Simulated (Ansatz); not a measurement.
# Single-point calculation of Cu

Cu (1 atom in the cell), computed with DFT PBE+D3(BJ), scalar-relativistic, plane waves, PAW, no spin polarisation (Ansatz 0.2.0).

The structure derives from an entry of the Crystallography Open Database. It belongs to a series of runs on one base structure; here: band edges of the strained film's bulk.

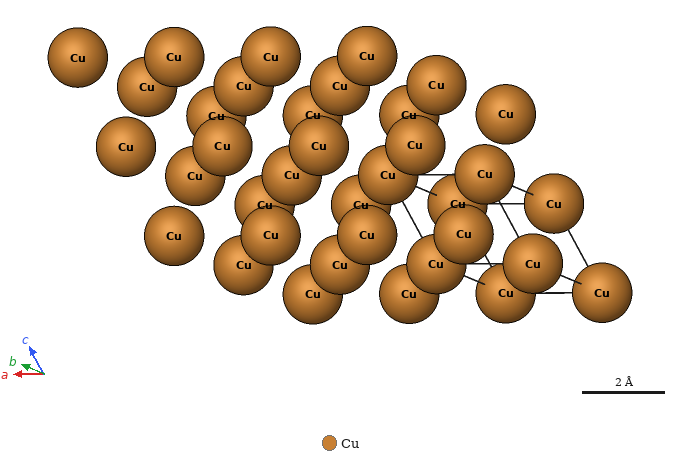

Figure 1. The input geometry (spheres-only view of the reduced cell, repeated 3 × 2 × 2, seen at an oblique angle). An atom can appear more than once, as a periodic image.

## Input
```yaml
crystal:
  lattice:
    - [2.4646534783, 1.47e-08, 0.0003543312]
    - [-1.2313541587, 2.135013748, -0.0003543312]
    - [-1.2316988814, 0.7114958315, 2.0911549776]
  atoms:
    - { symbol: Cu, position: [0.0, 0.0, 0.0] }
basis:
  ecutwfc: 420
kpoints:
  mp_grid: { grid: [15, 15, 16] }
hamiltonian:
  xc: pbe
  dispersion: d3bj
scf:
  occupations: { method: gaussian, width: 0.1 }
output:
  forces: true
  stress: true
  eigenvalues: true
```

Command:
```bash
ansatz run input.yaml --threads 2 --pin off --max-ram 5120MiB --backend cpu --events-out ev --progress --plain --runs-dir out
```

## Output
```
Engine: ansatz 0.2.0, x86_64-unknown-linux-gnu
Pseudopotentials: kind: paw
Pseudopotential: Cu, paw, valence charge 19, recommended cutoff 420 eV (normal), Cu.paw.azcp
Functional definition: PBE
  parameter kappa = 0.804
  parameter beta = 0.06672455060314922
  exchange = pbe_x(kappa = kappa, mu = beta*pi^2/3)
  correlation = pbe_c(beta = beta)
Crystal: 1 atoms, lattice volume = 11.005 Å³
Basis set: ecut = 420 eV, 211 PW (Γ), exchange–correlation on 36×36×36 points (8 copies of the dense FFT grid, shifted against one another)
Bands: 14, of which v1, the nominal top of the filled ones, is band 10 counted from 1 (9 counted from 0)
Symmetry: 4 space group operations
Space group: C2/m (ITA 12), of the structure as read, at distance tolerance 2.2e-5 Å
k-points: 968 of 3600
Non-local potential: Cu, projectors of the file, l = 0: 3, l = 1: 2, l = 2: 3, l = 3: 1
PAW form: soft (Blöchl's): semilocal exchange-correlation on the pseudo side does not see the compensation charge
PAW one-centre angular grid: Cu, 590 points (default); XC on 64 Gauss nodes
Initial density: superposition of atomic densities (neutral atoms: chi_scale 0, normalization atom), corrected by the library's trained network
Initial wavefunctions: pseudopotential atomic-orbital guess
Functional: x = pbe(κ = 0.804, μ = 0.2195149727645171), c = pbe(β = 0.06672455060314922)
SCF iter   1: F=—  HF=-6625.756722 eV  |F-HF|=—  |Δ(HF+E_count)|=         —  Δρ=1.69e-3  dr2=1.61e-4  ethr=1.77e-3  ⟨swp⟩=5.3  Hψ=68409  notcnv=0
preconditioner: auto → none  [metal: Δε(μ)=0.039 eV  Ē_g=17.908 eV  σ=0.100 eV  W_gap=0.22  n_scr=0 (ndim 8)  ℏωp=37.1 eV  f_vac=0.000  D(μ)=0.28/eV (n_scr^D=0)]
SCF iter   2: F=—  HF=-6625.756803 eV  |F-HF|=—  |Δ(HF+E_count)|=   8.06e-5  Δρ=5.16e-4  dr2=7.35e-6  ethr=8.48e-7  ⟨swp⟩=2.1  Hψ=27471  notcnv=0
SCF iter   3: F=—  HF=-6625.756814 eV  |F-HF|=—  |Δ(HF+E_count)|=   1.13e-5  Δρ=2.17e-4  dr2=1.89e-6  ethr=3.87e-8  ⟨swp⟩=2.5  Hψ=21746  notcnv=0
iter 4 did not close the SCF: its close was put off for the readings that it lacked (scf_convergence_deferred on its scf_iter line)
SCF iter   4: F=-6625.756816 eV  HF=-6625.756816 eV  |F-HF|=7.06e-9  |Δ(HF+E_count)|=   2.19e-6  Δρ=1.58e-5  dr2=6.29e-9  ethr=9.96e-9  ⟨swp⟩=2.3  Hψ=17457  notcnv=0
iter 5 did not close the SCF: its close was put off for the readings that it lacked (scf_convergence_deferred on its scf_iter line)
SCF iter   5: F=-6625.756816 eV  HF=-6625.756816 eV  |F-HF|=1.10e-10  |Δ(HF+E_count)|=   1.60e-8  Δρ=2.94e-6  dr2=2.97e-10  ethr=3.31e-11  ⟨swp⟩=2.0  Hψ=21491  notcnv=0
SCF iter   6: F=-6625.756816 eV  HF=-6625.756816 eV  |F-HF|=1.82e-12  |Δ(HF+E_count)|=  1.62e-10  Δρ=2.60e-7  dr2=1.87e-12  ethr=1.56e-12  ⟨swp⟩=2.2  Hψ=41745  notcnv=0
SCF 1 converged in 6 iterations: F = -6625.756816 eV  dr2 = 1.87e-12
  greatest PAW one-centre occupation: 1.000 electrons in one spin orbital (limit 2), on the Cu atom at site 0 (counted from 0), in its partial waves of l = 0
SCF converged after 6 iterations
Free energy (F): -6625.756816 eV
Harris-Foulkes:  -6625.756816 eV  (|F-HF|=1.82e-12)
Internal energy: -6625.755397 eV  (E = F + TS)
E sigma→0 (E₀):  -6625.756107 eV
Entropy (-TS):   -0.001420 eV (-1.420 meV/atom)
Fermi energy:    18.383850 eV
--- Per-component energies (eV) ---
  E_band       = -333.200331
  E_kinetic    = 300.970043
  E_local      = -3920.682276  (includes V_loc(G=0)·N_el)
  E_nonlocal   = 388.988366
  E_hartree    = 1732.013106
  E_xc         = -90.258951
  E_vxc        = -116.530090  (∫ρ·V_xc dr)
  E_paw        = -1661.896418  (= ΣΔE_a)
  E_vpaw       = -449.972776  (= ΣTr[D̂ρ^β])
  E_aug_tail   = 0.000268  (compensation charges beyond the density's cutoff)
  E_ewald      = -3374.262000
  E_disp       = -0.627534  (pairwise vdW)
  E_smearing   = -0.001420  (= −TS)
  E_closure    = -0.000000  (closes the sum)
  Σ components = -6625.756816   (vs F -6625.756816, Δ=0.00e0)
--- Forces (eV/Å), atoms counted from 1 ---
  atom   1  Cu     0.00000000     0.00000000     0.00000000
  max |Σ_I F_I| component: 0.00e0 eV/Å
--- Stress (GPa, compression-positive) ---
        7.838048      -0.064774      -0.008101
       -0.064774       7.763333       0.004680
       -0.008101       0.004680       0.085628
  P = ⅓ Tr σ = 5.2290 GPa (52.290 kbar)
--- Band table (eV; the first three rows and the last of 968) ---
  k-point 0: bands = ["-94.4105", "-51.7078", "-51.7073", "-51.6921", "8.3802", "14.9699", "15.1753", "15.1792", "16.0590", "16.0596", "41.1658", "43.6661", "45.2260", "45.2519"]
  k-point 1: bands = ["-94.4098", "-51.7084", "-51.7079", "-51.6968", "8.5221", "14.9414", "15.1956", "15.1996", "16.0550", "16.0556", "39.6600", "42.9626", "44.8094", "44.8335"]
  k-point 2: bands = ["-94.4082", "-51.7106", "-51.7101", "-51.7097", "8.9410", "14.8663", "15.2426", "15.2467", "16.0557", "16.0562", "36.6241", "42.6768", "44.0895", "44.1114"]
  k-point 967: bands = ["-94.3856", "-51.8407", "-51.7575", "-51.7449", "13.0708", "13.6252", "16.5401", "16.5519", "16.8171", "18.9940", "27.4508", "30.6989", "32.9828", "37.3505"]
```

## Summary

| quantity | value |
| --- | --- |
| outcome | converged |
| space group (tolerance 0.01 Å) | R-3m (166) |
| electrons treated | 19 |
| free energy | −6625.7568 eV |
| Fermi energy | 18.384 eV |
| gap on the k-point mesh | none (metallic) |
| pressure | 5.23 GPa |
| largest force (length of the vector) | under 0.001 eV/Å |
| hardware | 2 threads of AMD EPYC (Zen 3), 32 GiB of memory available, shared host |
| wall time | 4.6 s (CPU time 8.7 s) |
| peak memory | 0.49 GiB |
